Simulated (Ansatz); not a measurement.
Density-of-states calculation of Fe2Si (part 2 of 3)

Continued. System: Fe2Si (6 atoms in the cell). Method: DFT HSE06 form with exact-exchange fraction 0.1, scalar-relativistic, plane waves, PAW, spin-polarised (Ansatz 0.2.0); cutoff 420 eV, 6×6×4 k-mesh, Gaussian smearing of 0.05 eV, collinear spins. The structure derives from an entry of the Crystallography Open Database.

Geometry of the input (Å; fractional positions):
```
4.0699  -0.0000  0.0000
-2.0349  3.5246  0.0000
0.0000  0.0000  5.0404
Fe 0.0000  0.0000  0.0000
Fe 0.0000  0.0000  0.5000
Fe 0.3333  0.6667  0.8173
Fe 0.6667  0.3333  0.1827
Si 0.3333  0.6667  0.3108
Si 0.6667  0.3333  0.6892
```

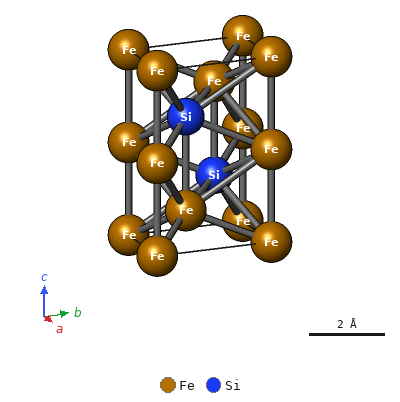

The structure as given in the input (ball-and-stick view of the cell of the calculation, seen slightly off an axis). An atom can appear more than once, as a periodic image.

The program's output, continued
```
SCF iter  41: F=—  HF=-19195.281362 eV  |F-HF|=—  |Δ(HF+E_count)|=   3.00e-9  Δρ=6.75e-7 (↑6.61e-7 ↓6.75e-7)  dr2=1.21e-9  dr2_m=3.84e-11  M=5.151 μB ∫|m|=5.878 μB  β_m=0.74  ethr=2.57e-11  ⟨swp⟩=2.2  Hψ=4442  notcnv=0
SCF iter  42: F=—  HF=-19195.281362 eV  |F-HF|=—  |Δ(HF+E_count)|=  7.28e-11  Δρ=6.96e-7 (↑4.37e-7 ↓6.96e-7)  dr2=9.24e-10  dr2_m=1.95e-11  M=5.151 μB ∫|m|=5.878 μB  β_m=0.87  ethr=1.67e-12  ⟨swp⟩=2.9  Hψ=4534  notcnv=0
SCF iter  43: F=-19195.281362 eV  HF=-19195.281362 eV  |F-HF|=1.78e-10  |Δ(HF+E_count)|=  2.18e-11  Δρ=2.65e-7 (↑2.32e-7 ↓2.65e-7)  dr2=1.73e-10  dr2_m=3.14e-12  M=5.151 μB ∫|m|=5.878 μB  ethr=1.55e-12 (applied; sched 1.28e-12)  ⟨swp⟩=2.0  Hψ=4429  notcnv=0
SCF 1 converged in 43 iterations: F = -19195.281362 eV  dr2 = 1.73e-10
  greatest PAW one-centre occupation: 1.002 electrons in one spin orbital (limit 2), on the Fe atom at site 0 (counted from 0), in its partial waves of l = 1
Initial density: handed on by an earlier stage of this run
Starting moments: Σ|m| = 10 μB on 4 of 6 sites; this step starts from the density that it was given
Initial wavefunctions: those handed on with the density
Functional: x = pbe(κ = 0.804, μ = 0.2195149727645171) + 0.1 (exact − pbe) at short range (hse, ω = 0.20787 Å⁻¹), c = pbe(β = 0.06672455060314922)
Exchange kernel: α = 0.1000, screened, ω = 0.2079 Å⁻¹, Wigner–Seitz truncation, v(0) = 1046.3251 eV·Å³, q-mesh 6×6×4, nearest image of the exchange supercell L = 20.16 Å, pair-density grid 18×18×24, without the augmentation charges, whose exchange is taken in its separable form by FFT convolution over the k-point mesh (sized by the pseudopotential files, 24×24×36 at the most), smooth part of the exact exchange by density-matrix convolution
Frozen-core exchange: fock
iter 1 solved again at ethr=1.21e-4 eV; its pass at ethr=1.00e-1 eV (dr2=8.72e-2 eV) is discarded
SCF iter   1: F=—  HF=-19191.726542 eV  |F-HF|=—  |Δ(HF+E_count)|=         —  Δρ=1.45e-2 (↑1.14e-2 ↓1.45e-2)  dr2=9.03e-2  dr2_m=9.42e-2  M=5.305 μB ∫|m|=6.343 μB  β_m=0.30  ethr=1.21e-4  ⟨swp⟩=3.1  Hψ=10893  notcnv=0
preconditioner: auto → Kerker (q_TF=auto, 2.726 Å⁻¹)  [metal: Δε(μ)=0.029 eV  Ē_g=10.062 eV  σ=0.050 eV  W_gap=0.30  n_scr=22 (ndim 8)  ℏωp=27.6 eV  f_vac=0.000  D(μ)=2.41/eV (n_scr^D=20)]
spin=Collinear: Kerker preconditioning applied to the charge; magnetization (m = ρ↑ − ρ↓) channel mixes plain (no charge-response kernel on spin).
SCF iter   2: F=—  HF=-19191.750774 eV  |F-HF|=—  |Δ(HF+E_count)|=   2.42e-2  Δρ=1.08e-2 (↑1.08e-2 ↓9.07e-3)  dr2=2.20e-2  dr2_m=5.70e-2  M=5.339 μB ∫|m|=6.401 μB  β_m=0.48  ethr=1.17e-4  ⟨swp⟩=2.5  Hψ=5412  notcnv=0
SCF iter   3: F=—  HF=-19191.767258 eV  |F-HF|=—  |Δ(HF+E_count)|=   1.65e-2  Δρ=9.93e-3 (↑8.71e-3 ↓9.93e-3)  dr2=9.02e-2  dr2_m=3.94e-2  M=5.375 μB ∫|m|=6.508 μB  β_m=0.42  ethr=2.64e-5  ⟨swp⟩=3.0  Hψ=6144  notcnv=0
SCF iter   4: F=—  HF=-19191.796738 eV  |F-HF|=—  |Δ(HF+E_count)|=   2.95e-2  Δρ=1.37e-2 (↑9.77e-3 ↓1.37e-2)  dr2=3.98e-1  dr2_m=1.18e-2  M=5.453 μB ∫|m|=6.647 μB  β_m=0.27  ethr=2.64e-5  ⟨swp⟩=3.5  Hψ=6868  notcnv=0  recentre
SCF iter   5: F=—  HF=-19191.775385 eV  |F-HF|=—  |Δ(HF+E_count)|=   2.14e-2  Δρ=4.17e-3 (↑3.07e-3 ↓4.17e-3)  dr2=4.45e-3  dr2_m=7.63e-3  M=5.461 μB ∫|m|=6.679 μB  β_m=0.60  ethr=2.64e-5  ⟨swp⟩=3.0  Hψ=6127  notcnv=0
SCF iter   6: F=—  HF=-19191.783209 eV  |F-HF|=—  |Δ(HF+E_count)|=   7.82e-3  Δρ=4.09e-3 (↑3.36e-3 ↓4.09e-3)  dr2=5.14e-3  dr2_m=7.94e-3  M=5.575 μB ∫|m|=6.846 μB  β_m=0.64  ethr=5.02e-6  ⟨swp⟩=3.4  Hψ=5718  notcnv=0
SCF iter   7: F=-19191.791174 eV  HF=-19191.800616 eV  |F-HF|=9.44e-3  |Δ(HF+E_count)|=   1.74e-2  Δρ=8.12e-3 (↑8.12e-3 ↓5.86e-3)  dr2=2.05e-2  dr2_m=2.87e-2  M=5.916 μB ∫|m|=7.205 μB  β_m=0.68  ethr=5.02e-6  ⟨swp⟩=3.7  Hψ=5928  notcnv=0  recentre
SCF iter   8: F=-19191.793488 eV  HF=-19191.801087 eV  |F-HF|=7.60e-3  |Δ(HF+E_count)|=   4.71e-4  Δρ=8.43e-3 (↑7.14e-3 ↓8.43e-3)  dr2=1.83e-2  dr2_m=3.67e-2  M=5.958 μB ∫|m|=7.225 μB  β_m=0.51  ethr=5.02e-6  ⟨swp⟩=3.0  Hψ=4994  notcnv=0  defer=2
Mixer restart at iter 8: flushing history
SCF iter   9: F=—  HF=-19191.809125 eV  |F-HF|=—  |Δ(HF+E_count)|=   8.04e-3  Δρ=4.54e-3 (↑4.12e-3 ↓4.54e-3)  dr2=1.22e-2  dr2_m=1.22e-2  M=6.112 μB ∫|m|=7.406 μB  β_m=0.95  ethr=5.02e-6  ⟨swp⟩=3.1  Hψ=6169  notcnv=0
SCF iter  10: F=—  HF=-19191.812904 eV  |F-HF|=—  |Δ(HF+E_count)|=   3.78e-3  Δρ=4.56e-3 (↑4.56e-3 ↓1.89e-3)  dr2=3.25e-2  dr2_m=3.84e-3  M=6.174 μB ∫|m|=7.490 μB  β_m=0.97  ethr=1.10e-6  ⟨swp⟩=3.5  Hψ=6775  notcnv=0
SCF iter  11: F=—  HF=-19191.841480 eV  |F-HF|=—  |Δ(HF+E_count)|=   2.86e-2  Δρ=1.53e-2 (↑1.06e-2 ↓1.53e-2)  dr2=5.22e-1  dr2_m=8.11e-3  M=6.228 μB ∫|m|=7.518 μB  β_m=0.25  ethr=1.10e-6  ⟨swp⟩=4.8  Hψ=8198  notcnv=0  recentre
SCF iter  12: F=—  HF=-19191.813192 eV  |F-HF|=—  |Δ(HF+E_count)|=   2.83e-2  Δρ=2.94e-3 (↑2.21e-3 ↓2.94e-3)  dr2=2.93e-2  dr2_m=1.99e-3  M=6.212 μB ∫|m|=7.533 μB  β_m=0.37  ethr=1.10e-6  ⟨swp⟩=4.5  Hψ=7707  notcnv=0
SCF iter  13: F=—  HF=-19191.813167 eV  |F-HF|=—  |Δ(HF+E_count)|=   2.56e-5  Δρ=5.65e-4 (↑5.02e-4 ↓5.65e-4)  dr2=2.32e-2  dr2_m=1.05e-4  M=6.270 μB ∫|m|=7.610 μB  β_m=0.55  ethr=1.10e-6  ⟨swp⟩=3.6  Hψ=5410  notcnv=0
SCF iter  14: F=—  HF=-19191.813142 eV  |F-HF|=—  |Δ(HF+E_count)|=   2.51e-5  Δρ=3.92e-4 (↑2.64e-4 ↓3.92e-4)  dr2=1.43e-4  dr2_m=4.62e-5  M=6.261 μB ∫|m|=7.601 μB  β_m=0.55  ethr=4.81e-7  ⟨swp⟩=3.0  Hψ=4798  notcnv=0
SCF iter  15: F=—  HF=-19191.813133 eV  |F-HF|=—  |Δ(HF+E_count)|=   8.42e-6  Δρ=2.29e-4 (↑1.62e-4 ↓2.29e-4)  dr2=4.63e-5  dr2_m=1.46e-5  M=6.262 μB ∫|m|=7.604 μB  β_m=0.78  ethr=1.98e-7  ⟨swp⟩=2.9  Hψ=4552  notcnv=0
SCF iter  16: F=—  HF=-19191.813140 eV  |F-HF|=—  |Δ(HF+E_count)|=   6.81e-6  Δρ=1.94e-4 (↑1.14e-4 ↓1.94e-4)  dr2=4.90e-5  dr2_m=4.47e-6  M=6.264 μB ∫|m|=7.607 μB  β_m=0.89  ethr=6.43e-8  ⟨swp⟩=2.0  Hψ=4439  notcnv=0
SCF iter  17: F=—  HF=-19191.813137 eV  |F-HF|=—  |Δ(HF+E_count)|=   2.92e-6  Δρ=3.95e-5 (↑3.95e-5 ↓3.56e-5)  dr2=3.41e-6  dr2_m=1.24e-7  M=6.265 μB ∫|m|=7.607 μB  β_m=0.94  ethr=6.43e-8  ⟨swp⟩=2.1  Hψ=4433  notcnv=0
SCF iter  18: F=—  HF=-19191.813137 eV  |F-HF|=—  |Δ(HF+E_count)|=   3.27e-8  Δρ=2.87e-5 (↑1.68e-5 ↓2.87e-5)  dr2=1.39e-6  dr2_m=3.56e-8  M=6.265 μB ∫|m|=7.607 μB  β_m=0.93  ethr=4.73e-9  ⟨swp⟩=3.2  Hψ=5476  notcnv=0  defer=9
SCF iter  19: F=—  HF=-19191.813137 eV  |F-HF|=—  |Δ(HF+E_count)|=   5.40e-8  Δρ=1.32e-5 (↑1.32e-5 ↓1.16e-5)  dr2=4.28e-7  dr2_m=4.06e-9  M=6.264 μB ∫|m|=7.607 μB  β_m=0.83  ethr=1.93e-9  ⟨swp⟩=2.4  Hψ=4603  notcnv=0  defer=9
SCF iter  20: F=—  HF=-19191.813137 eV  |F-HF|=—  |Δ(HF+E_count)|=   3.38e-9  Δρ=9.51e-6 (↑6.14e-6 ↓9.51e-6)  dr2=1.76e-7  dr2_m=3.42e-9  M=6.265 μB ∫|m|=7.607 μB  β_m=0.68  ethr=5.94e-10  ⟨swp⟩=3.0  Hψ=4904  notcnv=0  defer=23
SCF iter  21: F=-19191.813137 eV  HF=-19191.813137 eV  |F-HF|=1.06e-8  |Δ(HF+E_count)|=   9.54e-9  Δρ=2.13e-6 (↑1.56e-6 ↓2.13e-6)  dr2=1.12e-8  dr2_m=2.01e-10  M=6.265 μB ∫|m|=7.607 μB  ethr=2.44e-10  ⟨swp⟩=2.6  Hψ=4884  notcnv=0  defer=20
SCF 2 converged in 21 iterations: F = -19191.813137 eV  dr2 = 1.12e-8
[... from here on the iterations of each SCF are left out, up to the last one ...]
  Residual-converged pass: ⟨swp⟩=3.0  Hψ=5236  notcnv=0  max |occ|·‖R‖ = 6.6e-6 eV (tolerance 6.7e-6 eV)  dr2=1.16e-8  dr2_m=2.37e-10  dr2_onsite=1.75e-9  max |Δocc| = 2.2e-10
hybrid outer 1: dexx = +1.548e-1 eV, tail = 6.51e-2 eV
Exchange kernel: α = 0.1000, screened, ω = 0.2079 Å⁻¹, Wigner–Seitz truncation, v(0) = 1046.3251 eV·Å³, q-mesh 6×6×4, nearest image of the exchange supercell L = 20.16 Å, pair-density grid 18×18×24, without the augmentation charges, whose exchange is taken in its separable form by FFT convolution over the k-point mesh (sized by the pseudopotential files, 24×24×36 at the most), smooth part of the exact exchange by density-matrix convolution
Frozen-core exchange: fock
preconditioner: auto → Kerker (q_TF=auto, 2.726 Å⁻¹)  [metal: Δε(μ)=0.002 eV  Ē_g=10.143 eV  σ=0.050 eV  W_gap=0.03  n_scr=22 (ndim 8)  ℏωp=27.6 eV  f_vac=0.000  D(μ)=5.48/eV (n_scr^D=58)]
spin=Collinear: Kerker preconditioning applied to the charge; magnetization (m = ρ↑ − ρ↓) channel mixes plain (no charge-response kernel on spin).
SCF 3 converged in 17 iterations: F = -19191.903383 eV  dr2 = 9.22e-11
  Residual-converged pass: ⟨swp⟩=3.0  Hψ=5598  notcnv=0  max |occ|·‖R‖ = 2.6e-7 eV (tolerance 2.7e-7 eV)  dr2=9.34e-11  dr2_m=4.74e-12  dr2_onsite=2.53e-11  max |Δocc| = 7.2e-13
hybrid outer 2: dexx = +1.143e-1 eV, tail = 3.11e-1 eV, magnetization grown 1.1095 times (not accepted), Δε = 3.15e-1 eV (about 6.53e-1 eV left of the loop's levels), ΔF = 2.34e-1 eV/Å (tail 1.43e0)
Exchange kernel: α = 0.1000, screened, ω = 0.2079 Å⁻¹, Wigner–Seitz truncation, v(0) = 1046.3251 eV·Å³, q-mesh 6×6×4, nearest image of the exchange supercell L = 20.16 Å, pair-density grid 18×18×24, without the augmentation charges, whose exchange is taken in its separable form by FFT convolution over the k-point mesh (sized by the pseudopotential files, 24×24×36 at the most), smooth part of the exact exchange by density-matrix convolution
Frozen-core exchange: fock
preconditioner: auto → Kerker (q_TF=auto, 2.726 Å⁻¹)  [metal: Δε(μ)=0.007 eV  Ē_g=10.208 eV  σ=0.050 eV  W_gap=0.08  n_scr=22 (ndim 8)  ℏωp=27.6 eV  f_vac=0.000  D(μ)=7.07/eV (n_scr^D=96)]
spin=Collinear: Kerker preconditioning applied to the charge; magnetization (m = ρ↑ − ρ↓) channel mixes plain (no charge-response kernel on spin).
SCF 4 converged in 17 iterations: F = -19192.118008 eV  dr2 = 3.59e-11
  Residual-converged pass: ⟨swp⟩=3.0  Hψ=5384  notcnv=0  max |occ|·‖R‖ = 2.5e-7 eV (tolerance 2.7e-7 eV)  dr2=3.50e-11  dr2_m=6.51e-13  dr2_onsite=1.23e-11  max |Δocc| = 5.7e-13
hybrid outer 3: dexx = +9.364e-2 eV, tail = 8.66e-1 eV, first dr2_mag = 1.75e-1 eV (risen), magnetization grown 1.0978 times (not accepted), Δε = 4.26e-1 eV (about 6.46e-1 eV left of the loop's levels), ΔF = 1.45e-1 eV/Å (tail 1.39e0)
Exchange kernel: α = 0.1000, screened, ω = 0.2079 Å⁻¹, Wigner–Seitz truncation, v(0) = 1046.3251 eV·Å³, q-mesh 6×6×4, nearest image of the exchange supercell L = 20.16 Å, pair-density grid 18×18×24, without the augmentation charges, whose exchange is taken in its separable form by FFT convolution over the k-point mesh (sized by the pseudopotential files, 24×24×36 at the most), smooth part of the exact exchange by density-matrix convolution
Frozen-core exchange: fock
preconditioner: auto → Kerker (q_TF=auto, 2.726 Å⁻¹)  [metal: Δε(μ)=0.009 eV  Ē_g=10.286 eV  σ=0.050 eV  W_gap=0.10  n_scr=22 (ndim 8)  ℏωp=27.6 eV  f_vac=0.000  D(μ)=3.39/eV (n_scr^D=22)]
spin=Collinear: Kerker preconditioning applied to the charge; magnetization (m = ρ↑ − ρ↓) channel mixes plain (no charge-response kernel on spin).
SCF 5 converged in 15 iterations: F = -19192.249330 eV  dr2 = 3.57e-12
  Residual-converged pass: ⟨swp⟩=3.0  Hψ=5536  notcnv=0  max |occ|·‖R‖ = 2.7e-7 eV (tolerance 2.7e-7 eV)  dr2=4.45e-12  dr2_m=1.52e-13  dr2_onsite=1.80e-12  max |Δocc| = 4.1e-13
hybrid outer 4: dexx = +1.514e-2 eV, tail = 3.25e-1 eV, magnetization grown 1.0362 times (not accepted), Δε = 2.55e-1 eV (about 4.04e-1 eV left of the loop's levels), ΔF = 8.49e-2 eV/Å (tail 8.09e-1)
Exchange kernel: α = 0.1000, screened, ω = 0.2079 Å⁻¹, Wigner–Seitz truncation, v(0) = 1046.3251 eV·Å³, q-mesh 6×6×4, nearest image of the exchange supercell L = 20.16 Å, pair-density grid 18×18×24, without the augmentation charges, whose exchange is taken in its separable form by FFT convolution over the k-point mesh (sized by the pseudopotential files, 24×24×36 at the most), smooth part of the exact exchange by density-matrix convolution
Frozen-core exchange: fock
preconditioner: auto → Kerker (q_TF=auto, 2.726 Å⁻¹)  [metal: Δε(μ)=0.005 eV  Ē_g=10.320 eV  σ=0.050 eV  W_gap=0.05  n_scr=22 (ndim 8)  ℏωp=27.6 eV  f_vac=0.000  D(μ)=1.94/eV (n_scr^D=20)]
spin=Collinear: Kerker preconditioning applied to the charge; magnetization (m = ρ↑ − ρ↓) channel mixes plain (no charge-response kernel on spin).
SCF 6 converged in 14 iterations: F = -19192.268949 eV  dr2 = 8.45e-12
  Residual-converged pass: ⟨swp⟩=3.0  Hψ=5781  notcnv=0  max |occ|·‖R‖ = 2.6e-7 eV (tolerance 2.7e-7 eV)  dr2=8.96e-12  dr2_m=1.26e-12  dr2_onsite=9.63e-12  max |Δocc| = 4.0e-12
hybrid outer 5: dexx = +1.538e-3 eV, tail = 2.16e-3 eV, magnetization grown 1.0077 times (not accepted), Δε = 7.36e-2 eV (about 7.53e-2 eV left of the loop's levels), ΔF = 1.79e-2 eV/Å (tail 1.29e-1)
Exchange kernel: α = 0.1000, screened, ω = 0.2079 Å⁻¹, Wigner–Seitz truncation, v(0) = 1046.3251 eV·Å³, q-mesh 6×6×4, nearest image of the exchange supercell L = 20.16 Å, pair-density grid 18×18×24, without the augmentation charges, whose exchange is taken in its separable form by FFT convolution over the k-point mesh (sized by the pseudopotential files, 24×24×36 at the most), smooth part of the exact exchange by density-matrix convolution
Frozen-core exchange: fock
preconditioner: auto → none  [insulator: Δε(μ)=0.065 eV  Ē_g=10.331 eV  σ=0.050 eV  W_gap=0.55  n_scr=22 (ndim 8)  ℏωp=27.6 eV  f_vac=0.000  D(μ)=2.17/eV (n_scr^D=20)]
SCF 7 stopped early in 8 iterations: F = -19192.271526 eV  dr2 = 4.22e-5
  Residual-converged pass: ⟨swp⟩=3.0  Hψ=4892  notcnv=0  max |occ|·‖R‖ = 6.7e-6 eV (tolerance 6.7e-6 eV)  dr2=4.22e-5  dr2_m=3.57e-5  dr2_onsite=3.89e-5  max |Δocc| = 2.0e-10
hybrid outer 6: dexx = +5.698e-4 eV, tail = 9.83e-4 eV, Δε = 3.66e-2 eV (about 2.88e-2 eV left of the loop's levels), ΔF = 2.22e-3 eV/Å (tail 7.86e-2)
Exchange kernel: α = 0.1000, screened, ω = 0.2079 Å⁻¹, Wigner–Seitz truncation, v(0) = 1046.3251 eV·Å³, q-mesh 6×6×4, nearest image of the exchange supercell L = 20.16 Å, pair-density grid 18×18×24, without the augmentation charges, whose exchange is taken in its separable form by FFT convolution over the k-point mesh (sized by the pseudopotential files, 24×24×36 at the most), smooth part of the exact exchange by density-matrix convolution
Frozen-core exchange: fock
preconditioner: auto → none  [insulator: Δε(μ)=0.075 eV  Ē_g=10.333 eV  σ=0.050 eV  W_gap=0.66  n_scr=22 (ndim 8)  ℏωp=27.6 eV  f_vac=0.000  D(μ)=2.31/eV (n_scr^D=20)]
SCF 8 converged in 17 iterations: F = -19192.271735 eV  dr2 = 5.82e-11
  Residual-converged pass: ⟨swp⟩=3.0  Hψ=5792  notcnv=0  max |occ|·‖R‖ = 2.7e-7 eV (tolerance 2.7e-7 eV)  dr2=6.12e-11  dr2_m=1.76e-11  dr2_onsite=2.17e-11  max |Δocc| = 2.5e-12
hybrid outer 7: dexx = +2.073e-4 eV, tail = 2.71e-5 eV, magnetization grown 1.0024 times (not accepted), Δε = 1.71e-2 eV (about 1.07e-2 eV left of the loop's levels), ΔF = 6.59e-3 eV/Å (tail 4.14e-3)
Exchange kernel: α = 0.1000, screened, ω = 0.2079 Å⁻¹, Wigner–Seitz truncation, v(0) = 1046.3251 eV·Å³, q-mesh 6×6×4, nearest image of the exchange supercell L = 20.16 Å, pair-density grid 18×18×24, without the augmentation charges, whose exchange is taken in its separable form by FFT convolution over the k-point mesh (sized by the pseudopotential files, 24×24×36 at the most), smooth part of the exact exchange by density-matrix convolution
Frozen-core exchange: fock
SCF iter   1: F=—  HF=-19192.271736 eV  |F-HF|=—  |Δ(HF+E_count)|=         —  Δρ=3.40e-6 (↑3.48e-7 ↓3.40e-6)  dr2=9.03e-9  dr2_m=1.83e-9  M=8.828 μB ∫|m|=10.248 μB  β_m=0.30  ethr=9.96e-10  ⟨swp⟩=4.5  Hψ=6620  notcnv=0
preconditioner: auto → none  [insulator: Δε(μ)=0.073 eV  Ē_g=10.333 eV  σ=0.050 eV  W_gap=0.65  n_scr=22 (ndim 8)  ℏωp=27.6 eV  f_vac=0.000  D(μ)=2.37/eV (n_scr^D=20)]
SCF iter   2: F=—  HF=-19192.271736 eV  |F-HF|=—  |Δ(HF+E_count)|=   9.00e-9  Δρ=6.82e-6 (↑3.87e-6 ↓6.82e-6)  dr2=9.64e-8  dr2_m=1.93e-9  M=8.828 μB ∫|m|=10.248 μB  β_m=0.30  ethr=1.20e-11  ⟨swp⟩=3.1  Hψ=5057  notcnv=0  defer=1
SCF iter   3: F=—  HF=-19192.271736 eV  |F-HF|=—  |Δ(HF+E_count)|=   6.26e-9  Δρ=2.88e-6 (↑5.84e-7 ↓2.88e-6)  dr2=8.02e-9  dr2_m=1.23e-9  M=8.828 μB ∫|m|=10.248 μB  β_m=0.31  ethr=1.20e-11  ⟨swp⟩=3.0  Hψ=4686  notcnv=0  defer=1
SCF iter   4: F=—  HF=-19192.271736 eV  |F-HF|=—  |Δ(HF+E_count)|=   2.84e-9  Δρ=4.06e-6 (↑1.78e-6 ↓4.06e-6)  dr2=2.47e-8  dr2_m=1.16e-9  M=8.828 μB ∫|m|=10.248 μB  β_m=0.21  ethr=1.07e-11  ⟨swp⟩=2.6  Hψ=4467  notcnv=0  defer=1  recentre
SCF iter   5: F=—  HF=-19192.271736 eV  |F-HF|=—  |Δ(HF+E_count)|=   1.61e-9  Δρ=6.45e-7 (↑2.07e-7 ↓6.45e-7)  dr2=2.81e-10  dr2_m=7.74e-11  M=8.828 μB ∫|m|=10.248 μB  β_m=0.27  ethr=1.07e-11  ⟨swp⟩=2.4  Hψ=4446  notcnv=0  defer=2
SCF iter   6: F=-19192.271736 eV  HF=-19192.271736 eV  |F-HF|=3.64e-11  |Δ(HF+E_count)|=  1.56e-10  Δρ=3.70e-7 (↑2.04e-7 ↓3.70e-7)  dr2=1.06e-10  dr2_m=3.44e-11  M=8.828 μB ∫|m|=10.248 μB  ethr=1.70e-12 (applied; sched 1.00e-12)  ⟨swp⟩=2.8  Hψ=4558  notcnv=0
SCF 9 converged in 6 iterations: F = -19192.271736 eV  dr2 = 1.06e-10
  Residual-converged pass: ⟨swp⟩=3.0  Hψ=5970  notcnv=0  max |occ|·‖R‖ = 2.6e-7 eV (tolerance 2.7e-7 eV)  dr2=1.09e-10  dr2_m=3.57e-11  dr2_onsite=3.89e-11  max |Δocc| = 2.6e-12
```

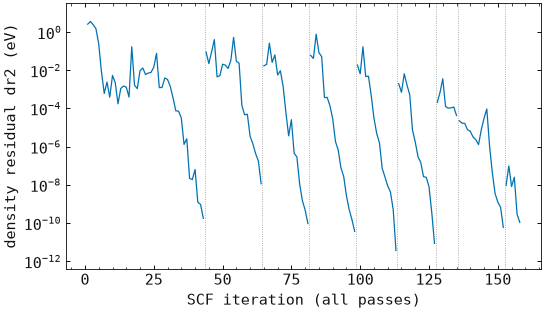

Convergence of the self-consistent field: density residual dr2 against the SCF iteration. The run starts with a semilocal functional; after that each stretch between dotted lines is one SCF of the hybrid functional between two exact rebuilds of the exchange operator by the outer loop. Early passes are stopped at a loose threshold. The 9 passes take 6 to 43 iterations each, 158 in all.
